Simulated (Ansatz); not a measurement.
## Geometry relaxation of C (part 2 of 3)

C (4 atoms in the cell); DFT PBE+D3(BJ), scalar-relativistic, plane waves, PAW, no spin polarisation (Ansatz 0.2.0); cutoff 420 eV, 21×21×6 k-mesh, Gaussian smearing of 0.1 eV. The structure derives from a Materials Project entry.

Geometry of the input (Å; fractional positions):
```
1.2280  -2.1271  0.0000
1.2280  2.1271  0.0000
0.0000  0.0000  7.1733
C  0.0834  0.9166  0.7531
C  0.5834  0.4166  0.2469
C  0.9166  0.0834  0.2469
C  0.4166  0.5834  0.7531
```

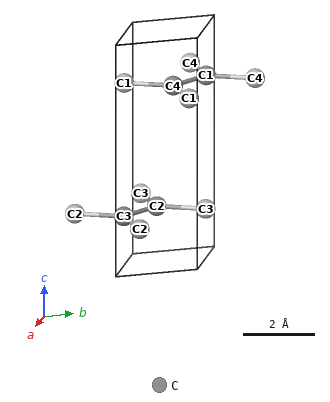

**Figure 1.** The geometry at step 6 of the log (ball-and-stick view of the cell of the calculation, seen slightly off an axis; neighbours outside the cell are drawn fainter; atoms are numbered from 1 in the order of the input).

## Log, continued
```
SCF iter   1: F=—  HF=-1004.477355 eV  |F-HF|=—  |Δ(HF+E_count)|=         —  Δρ=4.22e-2  dr2=5.11e-1  ethr=3.10e-3  ⟨swp⟩=7.7  Hψ=40504  notcnv=0
preconditioner: auto → none  [insulator: Δε(μ)=0.133 eV  Ē_g=15.702 eV  σ=0.100 eV  W_gap=0.65  n_scr=4 (ndim 8)  ℏωp=24.9 eV  f_vac=0.036  D(μ)=0.03/eV (n_scr^D=0)  ε∞_Penn≈3.5]
SCF iter   2: F=—  HF=-1004.362314 eV  |F-HF|=—  |Δ(HF+E_count)|=   1.15e-1  Δρ=1.47e-2  dr2=1.35e-1  ethr=3.10e-3  ⟨swp⟩=2.5  Hψ=13900  notcnv=0
SCF iter   3: F=—  HF=-1004.330626 eV  |F-HF|=—  |Δ(HF+E_count)|=   3.17e-2  Δρ=1.03e-2  dr2=1.47e-2  ethr=8.42e-4  ⟨swp⟩=2.2  Hψ=10044  notcnv=0
SCF iter   4: F=—  HF=-1004.328293 eV  |F-HF|=—  |Δ(HF+E_count)|=   2.33e-3  Δρ=2.27e-3  dr2=5.54e-4  ethr=9.19e-5  ⟨swp⟩=2.0  Hψ=9213  notcnv=0
SCF iter   5: F=—  HF=-1004.328356 eV  |F-HF|=—  |Δ(HF+E_count)|=   6.22e-5  Δρ=2.28e-4  dr2=5.25e-6  ethr=3.46e-6  ⟨swp⟩=2.1  Hψ=9555  notcnv=0
SCF iter   6: F=—  HF=-1004.328338 eV  |F-HF|=—  |Δ(HF+E_count)|=   1.75e-5  Δρ=1.48e-5  dr2=2.83e-8  ethr=2.50e-9  ⟨swp⟩=11.8  Hψ=49774  notcnv=0
SCF iter   7: F=-1004.328338 eV  HF=-1004.328338 eV  |F-HF|=2.97e-10  |Δ(HF+E_count)|=   9.77e-9  Δρ=1.11e-6  dr2=2.66e-10  ethr=1.77e-10  ⟨swp⟩=5.9  Hψ=33179  notcnv=0
SCF 3 converged in 7 iterations: F = -1004.328338 eV  dr2 = 2.66e-10
  greatest PAW one-centre occupation: 0.671 electrons in one spin orbital (limit 2), on the C atom at site 3 (counted from 0), in its partial waves of l = 0
relax step   3: F+E_penalty+E_count = -1004.32833816 eV  Δ(F+E_penalty+E_count) = +5.295e-3 eV  max|allowed force component| = 5.884e-2 eV/Å  Δτ_max = 0.1210 Å  P = -1.578 GPa  Ω = 35.585 Å³  energy of the carried Pulay correction = +6.240e-3 eV  (7 SCF iters, dr2 threshold 4.00e-7 eV, rejected (line search))
Crystal: 4 atoms, lattice volume = 36.092 Å³
iter 1 solved again at ethr=1.85e-3 eV; its pass at ethr=3.10e-3 eV (dr2=2.96e-1 eV) is discarded
SCF iter   1: F=—  HF=-1004.422100 eV  |F-HF|=—  |Δ(HF+E_count)|=         —  Δρ=3.10e-2  dr2=3.00e-1  ethr=1.85e-3  ⟨swp⟩=1.0  Hψ=48427  notcnv=0
preconditioner: auto → none  [metal: Δε(μ)=0.020 eV  Ē_g=15.699 eV  σ=0.100 eV  W_gap=0.11  n_scr=4 (ndim 8)  ℏωp=24.7 eV  f_vac=0.030  D(μ)=0.05/eV (n_scr^D=0)]
SCF iter   2: F=—  HF=-1004.359744 eV  |F-HF|=—  |Δ(HF+E_count)|=   6.24e-2  Δρ=1.06e-2  dr2=8.50e-2  ethr=1.85e-3  ⟨swp⟩=2.6  Hψ=11232  notcnv=0
SCF iter   3: F=—  HF=-1004.339163 eV  |F-HF|=—  |Δ(HF+E_count)|=   2.06e-2  Δρ=7.62e-3  dr2=8.04e-3  ethr=5.31e-4  ⟨swp⟩=2.2  Hψ=9972  notcnv=0
SCF iter   4: F=—  HF=-1004.338048 eV  |F-HF|=—  |Δ(HF+E_count)|=   1.12e-3  Δρ=1.34e-3  dr2=1.99e-4  ethr=5.03e-5  ⟨swp⟩=1.9  Hψ=9431  notcnv=0
SCF iter   5: F=—  HF=-1004.338095 eV  |F-HF|=—  |Δ(HF+E_count)|=   4.77e-5  Δρ=7.46e-5  dr2=1.81e-6  ethr=1.24e-6  ⟨swp⟩=2.7  Hψ=9654  notcnv=0
SCF iter   6: F=—  HF=-1004.338119 eV  |F-HF|=—  |Δ(HF+E_count)|=   2.36e-5  Δρ=1.02e-5  dr2=1.70e-8  ethr=1.13e-8  ⟨swp⟩=2.7  Hψ=9623  notcnv=0
SCF iter   7: F=—  HF=-1004.338119 eV  |F-HF|=—  |Δ(HF+E_count)|=   1.44e-8  Δρ=1.98e-6  dr2=6.21e-10  ethr=1.06e-10  ⟨swp⟩=2.7  Hψ=9803  notcnv=0
SCF iter   8: F=-1004.338119 eV  HF=-1004.338119 eV  |F-HF|=3.30e-12  |Δ(HF+E_count)|=  9.14e-10  Δρ=9.36e-8  dr2=3.33e-12  ethr=1.00e-12  ⟨swp⟩=7.5  Hψ=30768  notcnv=0
SCF 4 converged in 8 iterations: F = -1004.338119 eV  dr2 = 3.33e-12
relax step   4: F+E_penalty+E_count = -1004.33811892 eV  Δ(F+E_penalty+E_count) = -4.486e-3 eV  max|allowed force component| = 4.430e-3 eV/Å  Δτ_max = 0.0335 Å  P = +0.268 GPa  Ω = 36.092 Å³  energy of the carried Pulay correction = +4.534e-3 eV  (8 SCF iters, accepted)
Crystal: 4 atoms, lattice volume = 36.139 Å³
iter 1 solved again at ethr=5.25e-6 eV; its pass at ethr=3.10e-3 eV (dr2=8.39e-4 eV) is discarded
SCF iter   1: F=—  HF=-1004.338148 eV  |F-HF|=—  |Δ(HF+E_count)|=         —  Δρ=1.68e-3  dr2=8.67e-4  ethr=5.25e-6  ⟨swp⟩=1.1  Hψ=40117  notcnv=0
preconditioner: auto → none  [metal: Δε(μ)=0.005 eV  Ē_g=15.674 eV  σ=0.100 eV  W_gap=0.03  n_scr=4 (ndim 8)  ℏωp=24.7 eV  f_vac=0.016  D(μ)=0.05/eV (n_scr^D=0)]
SCF iter   2: F=—  HF=-1004.337950 eV  |F-HF|=—  |Δ(HF+E_count)|=   1.98e-4  Δρ=5.74e-4  dr2=2.29e-4  ethr=5.25e-6  ⟨swp⟩=2.1  Hψ=7976  notcnv=0
SCF iter   3: F=—  HF=-1004.337922 eV  |F-HF|=—  |Δ(HF+E_count)|=   2.85e-5  Δρ=4.04e-4  dr2=2.40e-5  ethr=1.43e-6  ⟨swp⟩=2.1  Hψ=7866  notcnv=0
SCF iter   4: F=—  HF=-1004.337918 eV  |F-HF|=—  |Δ(HF+E_count)|=   3.98e-6  Δρ=9.35e-5  dr2=9.80e-7  ethr=1.50e-7  ⟨swp⟩=2.0  Hψ=9125  notcnv=0
SCF iter   5: F=-1004.337918 eV  HF=-1004.337918 eV  |F-HF|=8.68e-9  |Δ(HF+E_count)|=   9.88e-8  Δρ=1.24e-5  dr2=1.33e-8  ethr=2.50e-9  ⟨swp⟩=10.0  Hψ=43775  notcnv=0
SCF 5 converged in 5 iterations: F = -1004.337918 eV  dr2 = 1.33e-8
  greatest PAW one-centre occupation: 0.672 electrons in one spin orbital (limit 2), on the C atom at site 3 (counted from 0), in its partial waves of l = 0
relax step   5: F+E_penalty+E_count = -1004.33791792 eV  Δ(F+E_penalty+E_count) = +2.010e-4 eV  max|allowed force component| = 3.896e-2 eV/Å  Δτ_max = 0.0046 Å  P = -0.210 GPa  Ω = 36.139 Å³  energy of the carried Pulay correction = +4.378e-3 eV  (5 SCF iters, dr2 threshold 4.00e-7 eV, rejected (line search))
Crystal: 4 atoms, lattice volume = 36.095 Å³
iter 1 solved again at ethr=1.36e-6 eV; its pass at ethr=3.10e-3 eV (dr2=2.18e-4 eV) is discarded
SCF iter   1: F=—  HF=-1004.338208 eV  |F-HF|=—  |Δ(HF+E_count)|=         —  Δρ=8.38e-4  dr2=2.23e-4  ethr=1.36e-6  ⟨swp⟩=1.5  Hψ=41469  notcnv=0
preconditioner: auto → none  [metal: Δε(μ)=0.006 eV  Ē_g=15.686 eV  σ=0.100 eV  W_gap=0.03  n_scr=4 (ndim 8)  ℏωp=24.7 eV  f_vac=0.014  D(μ)=0.05/eV (n_scr^D=0)]
SCF iter   2: F=—  HF=-1004.338155 eV  |F-HF|=—  |Δ(HF+E_count)|=   5.32e-5  Δρ=2.82e-4  dr2=5.62e-5  ethr=1.36e-6  ⟨swp⟩=2.1  Hψ=8030  notcnv=0
SCF iter   3: F=—  HF=-1004.338165 eV  |F-HF|=—  |Δ(HF+E_count)|=   1.09e-5  Δρ=1.94e-4  dr2=6.01e-6  ethr=3.51e-7  ⟨swp⟩=2.1  Hψ=7821  notcnv=0
SCF iter   4: F=—  HF=-1004.338165 eV  |F-HF|=—  |Δ(HF+E_count)|=   6.52e-7  Δρ=5.37e-5  dr2=3.58e-7  ethr=3.76e-8  ⟨swp⟩=2.0  Hψ=8871  notcnv=0
SCF iter   5: F=—  HF=-1004.338165 eV  |F-HF|=—  |Δ(HF+E_count)|=   1.05e-7  Δρ=7.89e-6  dr2=5.88e-9  ethr=2.24e-9  ⟨swp⟩=2.1  Hψ=9688  notcnv=0
SCF iter   6: F=-1004.338165 eV  HF=-1004.338165 eV  |F-HF|=7.16e-12  |Δ(HF+E_count)|=   3.36e-9  Δρ=5.28e-7  dr2=3.37e-11  ethr=1.00e-12  ⟨swp⟩=5.5  Hψ=32226  notcnv=0
SCF 6 converged in 6 iterations: F = -1004.338165 eV  dr2 = 3.37e-11
relax step   6: F+E_penalty+E_count = -1004.33816488 eV  Δ(F+E_penalty+E_count) = -4.595e-5 eV  max|allowed force component| = 3.853e-3 eV/Å  Δτ_max = 0.0023 Å  P = +0.035 GPa  Ω = 36.095 Å³  energy of the carried Pulay correction = +4.525e-3 eV  (6 SCF iters, accepted)
Crystal: 4 atoms, lattice volume = 36.088 Å³
Basis set: ecut = 420 eV, 677 PW (Γ), exchange–correlation on 36×36×96 points (8 copies of the dense FFT grid, shifted against one another)
iter 1 solved again at ethr=2.77e-6 eV; its pass at ethr=3.10e-3 eV (dr2=4.43e-4 eV) is discarded
SCF iter   1: F=—  HF=-1004.338313 eV  |F-HF|=—  |Δ(HF+E_count)|=         —  Δρ=1.23e-3  dr2=4.57e-4  ethr=2.77e-6  ⟨swp⟩=1.1  Hψ=40107  notcnv=0
preconditioner: auto → none  [metal: Δε(μ)=0.102 eV  Ē_g=15.683 eV  σ=0.100 eV  W_gap=0.43  n_scr=4 (ndim 8)  ℏωp=24.7 eV  f_vac=0.014  D(μ)=0.05/eV (n_scr^D=0)]
SCF iter   2: F=—  HF=-1004.338214 eV  |F-HF|=—  |Δ(HF+E_count)|=   9.93e-5  Δρ=4.22e-4  dr2=1.26e-4  ethr=2.77e-6  ⟨swp⟩=2.1  Hψ=7937  notcnv=0
SCF iter   3: F=—  HF=-1004.338183 eV  |F-HF|=—  |Δ(HF+E_count)|=   3.02e-5  Δρ=3.04e-4  dr2=1.28e-5  ethr=7.89e-7  ⟨swp⟩=2.2  Hψ=7847  notcnv=0
SCF iter   4: F=—  HF=-1004.338207 eV  |F-HF|=—  |Δ(HF+E_count)|=   2.32e-5  Δρ=5.69e-5  dr2=3.33e-7  ethr=8.00e-8  ⟨swp⟩=2.1  Hψ=9251  notcnv=0
SCF iter   5: F=—  HF=-1004.338207 eV  |F-HF|=—  |Δ(HF+E_count)|=   6.58e-8  Δρ=4.47e-6  dr2=2.16e-9  ethr=7.97e-11  ⟨swp⟩=6.7  Hψ=36175  notcnv=0
SCF iter   6: F=-1004.338207 eV  HF=-1004.338207 eV  |F-HF|=5.56e-11  |Δ(HF+E_count)|=  7.22e-10  Δρ=3.21e-7  dr2=1.33e-11  ethr=1.35e-11  ⟨swp⟩=4.9  Hψ=30208  notcnv=0
SCF 7 converged in 6 iterations: F = -1004.338207 eV  dr2 = 1.33e-11
relax step   7: F+E_penalty+E_count = -1004.33820659 eV  Δ(F+E_penalty+E_count) = -4.171e-5 eV  max|allowed force component| = 3.638e-4 eV/Å  Δτ_max = 0.0034 Å  P = -0.000 GPa  Ω = 36.088 Å³  energy of the carried Pulay correction = +4.548e-3 eV  (6 SCF iters, accepted)
Initial wavefunctions: pseudopotential atomic-orbital guess (no wavefunctions were taken with the density)
iter 1 solved again at ethr=1.95e-7 eV; its pass at ethr=3.10e-3 eV (dr2=3.12e-5 eV) is discarded
SCF iter   1: F=—  HF=-1004.334644 eV  |F-HF|=—  |Δ(HF+E_count)|=         —  Δρ=2.44e-4  dr2=2.80e-6  ethr=1.95e-7  ⟨swp⟩=3.6  Hψ=48917  notcnv=0
preconditioner: auto → none  [metal: Δε(μ)=0.002 eV  Ē_g=15.684 eV  σ=0.100 eV  W_gap=0.01  n_scr=4 (ndim 8)  ℏωp=24.7 eV  f_vac=0.014  D(μ)=0.05/eV (n_scr^D=0)]
SCF iter   2: F=—  HF=-1004.334682 eV  |F-HF|=—  |Δ(HF+E_count)|=   3.76e-5  Δρ=1.23e-4  dr2=6.33e-7  ethr=1.75e-8  ⟨swp⟩=2.9  Hψ=9651  notcnv=0
SCF iter   3: F=—  HF=-1004.334687 eV  |F-HF|=—  |Δ(HF+E_count)|=   5.22e-6  Δρ=8.21e-6  dr2=3.17e-9  ethr=3.95e-9  ⟨swp⟩=2.1  Hψ=9595  notcnv=0
SCF iter   4: F=—  HF=-1004.334687 eV  |F-HF|=—  |Δ(HF+E_count)|=   2.51e-8  Δρ=8.46e-7  dr2=7.87e-11  ethr=1.98e-11  ⟨swp⟩=2.0  Hψ=9665  notcnv=0
SCF iter   5: F=-1004.334687 eV  HF=-1004.334687 eV  |F-HF|=2.16e-11  |Δ(HF+E_count)|=  2.06e-10  Δρ=1.16e-7  dr2=2.42e-11  ethr=1.00e-12  ⟨swp⟩=6.7  Hψ=26969  notcnv=0
SCF 8 converged in 5 iterations: F = -1004.334687 eV  dr2 = 2.42e-11
relax step   8: F+E_penalty+E_count = -1004.33468712 eV  Δ(F+E_penalty+E_count) = +3.519e-3 eV  max|allowed force component| = 3.624e-4 eV/Å  Δτ_max = 0.0000 Å  P = -0.156 GPa  Ω = 36.088 Å³  stress off target by 2.64e-1 GPa  SCF on the basis re-selected at this cell (its energy is not comparable with the rows above)  (5 SCF iters)
basis re-selected at this cell: Δ(F+E_penalty+E_count) = +3.519e-3 eV, ΔP = -0.155 GPa vs the last step (what re-selecting the basis moved, of the pressure what is left beyond the Pulay correction that the steps carried, after the strain that the cell walked since its last selection, with what the two solves' SCF thresholds leave and, on support functions, any second-order correction that the steps lacked; it is no measure of the basis error at this ecutwfc). This SCF's stress stands 2.64e-1 GPa from its target on what of the cell is left free (relax.cell.stress_tol is 5.00e-2 GPa) and its largest allowed force component is 3.62e-4 eV/Å (relax.f_tol is 5.00e-3 eV/Å): not within both, so this SCF does not close the relaxation
Crystal: 4 atoms, lattice volume = 35.850 Å³
iter 1 solved again at ethr=3.48e-6 eV; its pass at ethr=3.10e-3 eV (dr2=5.57e-4 eV) is discarded
SCF iter   1: F=—  HF=-1004.335882 eV  |F-HF|=—  |Δ(HF+E_count)|=         —  Δρ=9.20e-4  dr2=4.06e-4  ethr=3.48e-6  ⟨swp⟩=2.2  Hψ=44975  notcnv=0
preconditioner: auto → none  [metal: Δε(μ)=0.107 eV  Ē_g=15.701 eV  σ=0.100 eV  W_gap=0.44  n_scr=4 (ndim 8)  ℏωp=24.8 eV  f_vac=0.006  D(μ)=0.05/eV (n_scr^D=0)]
SCF iter   2: F=—  HF=-1004.335756 eV  |F-HF|=—  |Δ(HF+E_count)|=   1.26e-4  Δρ=3.42e-4  dr2=4.98e-5  ethr=2.54e-6  ⟨swp⟩=2.8  Hψ=9608  notcnv=0
SCF iter   3: F=—  HF=-1004.335774 eV  |F-HF|=—  |Δ(HF+E_count)|=   1.80e-5  Δρ=1.11e-4  dr2=1.22e-5  ethr=3.11e-7  ⟨swp⟩=2.2  Hψ=9212  notcnv=0
SCF iter   4: F=—  HF=-1004.335771 eV  |F-HF|=—  |Δ(HF+E_count)|=   2.86e-6  Δρ=5.70e-5  dr2=5.05e-7  ethr=7.64e-8  ⟨swp⟩=2.1  Hψ=7751  notcnv=0
iter 5 did not close the SCF: its close was put off for the readings that it lacked (scf_convergence_deferred on its scf_iter line)
SCF iter   5: F=-1004.335772 eV  HF=-1004.335772 eV  |F-HF|=3.56e-9  |Δ(HF+E_count)|=   3.94e-7  Δρ=4.12e-6  dr2=3.11e-9  ethr=3.15e-9  ⟨swp⟩=2.8  Hψ=9298  notcnv=0
SCF iter   6: F=-1004.335772 eV  HF=-1004.335772 eV  |F-HF|=1.36e-10  |Δ(HF+E_count)|=   4.56e-9  Δρ=4.80e-7  dr2=3.50e-11  ethr=1.94e-11  ⟨swp⟩=5.7  Hψ=32470  notcnv=0
SCF 9 converged in 6 iterations: F = -1004.335772 eV  dr2 = 3.50e-11
  greatest PAW one-centre occupation: 0.673 electrons in one spin orbital (limit 2), on the C atom at site 2 (counted from 0), in its partial waves of l = 0
relax step   9: F+E_penalty+E_count = -1004.33577168 eV  Δ(F+E_penalty+E_count) = -1.085e-3 eV  max|allowed force component| = 9.560e-5 eV/Å  Δτ_max = 0.0006 Å  P = -0.009 GPa  Ω = 35.850 Å³  energy of the carried Pulay correction = +8.872e-4 eV  (6 SCF iters, dr2 threshold 1.75e-7 eV, accepted)
iter 1 solved again at ethr=1.44e-7 eV; its pass at ethr=3.10e-3 eV (dr2=2.30e-5 eV) is discarded
SCF iter   1: F=—  HF=-1004.334894 eV  |F-HF|=—  |Δ(HF+E_count)|=         —  Δρ=4.66e-5  dr2=1.09e-7  ethr=1.44e-7  ⟨swp⟩=3.7  Hψ=49287  notcnv=0
preconditioner: auto → none  [metal: Δε(μ)=0.107 eV  Ē_g=15.696 eV  σ=0.100 eV  W_gap=0.44  n_scr=4 (ndim 8)  ℏωp=24.8 eV  f_vac=0.008  D(μ)=0.05/eV (n_scr^D=0)]
SCF iter   2: F=—  HF=-1004.334916 eV  |F-HF|=—  |Δ(HF+E_count)|=   2.16e-5  Δρ=2.38e-5  dr2=2.49e-8  ethr=6.81e-10  ⟨swp⟩=2.3  Hψ=9817  notcnv=0
SCF iter   3: F=—  HF=-1004.334916 eV  |F-HF|=—  |Δ(HF+E_count)|=   1.70e-7  Δρ=1.36e-6  dr2=8.66e-11  ethr=1.55e-10  ⟨swp⟩=2.1  Hψ=9573  notcnv=0
iter 4 did not close the SCF: its close was put off for the readings that it lacked (scf_convergence_deferred on its scf_iter line)
SCF iter   4: F=-1004.334916 eV  HF=-1004.334916 eV  |F-HF|=5.68e-12  |Δ(HF+E_count)|=  6.96e-10  Δρ=1.57e-7  dr2=8.06e-12  ethr=1.00e-12  ⟨swp⟩=2.0  Hψ=9633  notcnv=0
iter 5 did not close the SCF: its close was put off for the readings that it lacked (scf_convergence_deferred on its scf_iter line)
SCF iter   5: F=-1004.334916 eV  HF=-1004.334916 eV  |F-HF|=8.30e-12  |Δ(HF+E_count)|=  1.18e-11  Δρ=7.69e-8  dr2=9.40e-12  ethr=1.00e-12  ⟨swp⟩=1.1  Hψ=5866  notcnv=0
SCF iter   6: F=-1004.334916 eV  HF=-1004.334916 eV  |F-HF|=2.27e-13  |Δ(HF+E_count)|=  2.05e-12  Δρ=9.15e-9  dr2=3.06e-14  ethr=1.00e-12  ⟨swp⟩=4.7  Hψ=24586  notcnv=0
SCF 10 converged in 6 iterations: F = -1004.334916 eV  dr2 = 3.06e-14
```
